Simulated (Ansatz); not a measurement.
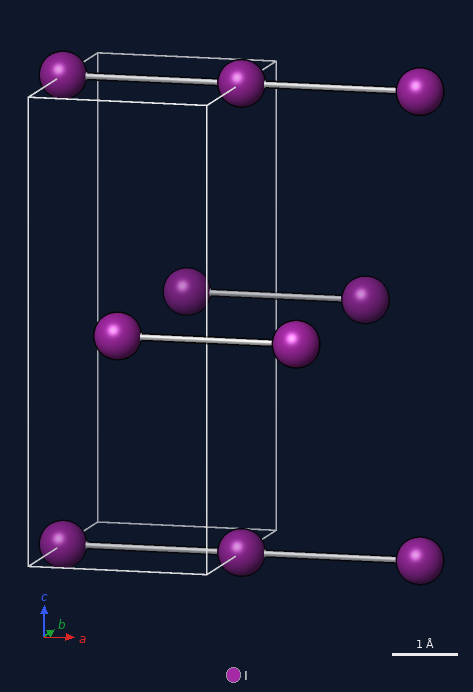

This is a symmetric starting cell of I. The picture is a ball-and-stick view of the conventional cell (2 times the calculation's cell), repeated 2 × 1 × 1 with one cell outlined, seen slightly off an axis. Lengths and directions refer to the drawn axes.

Method: Ansatz, DFT PBEsol, scalar-relativistic, plane waves, PAW. Settings: plane-wave cutoff 420 eV; k-point mesh 12 × 12 × 18; occupations gaussian; smearing width 0.1 eV; no spin polarisation.

Change: The cell is strained by +4.0 % along c, −3.4 % along [1 −1 0], −6.7 % along [2 1 0] (volume −6.3 %), the atoms keeping their fractional coordinates. No relaxation follows. The starting cell wasn't computed here and needn't be at equilibrium, so pressure and forces aren't due to the change alone.

Q: What is the effect?

A: Near-neighbour distances before and after: I–I 2.880 → 2.715 Å. The space group stays C2/m (No. 12). The pressure is 5.6 GPa (not all of it need come from the change, since the unchanged cell can be under pressure at this level too). The principal stresses (compression positive) are 18.6 GPa along a, −0.5 GPa along c, −1.3 GPa along b. All forces vanish by symmetry.

The changed structure in the same view:

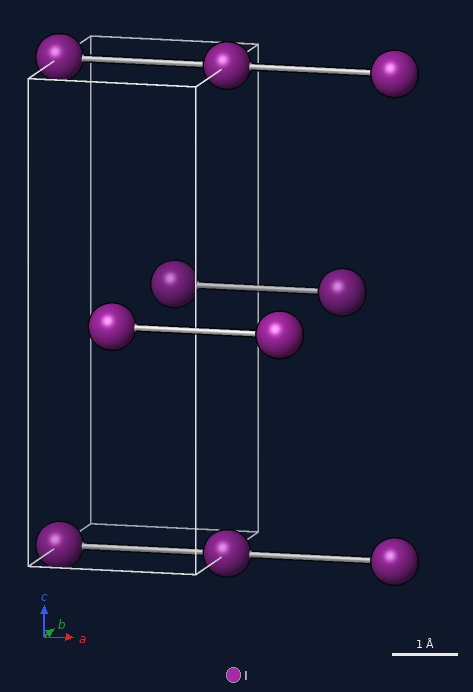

Limits of the set-up: an odd number of electrons was run without spin polarisation, which fails if the electron would localise.
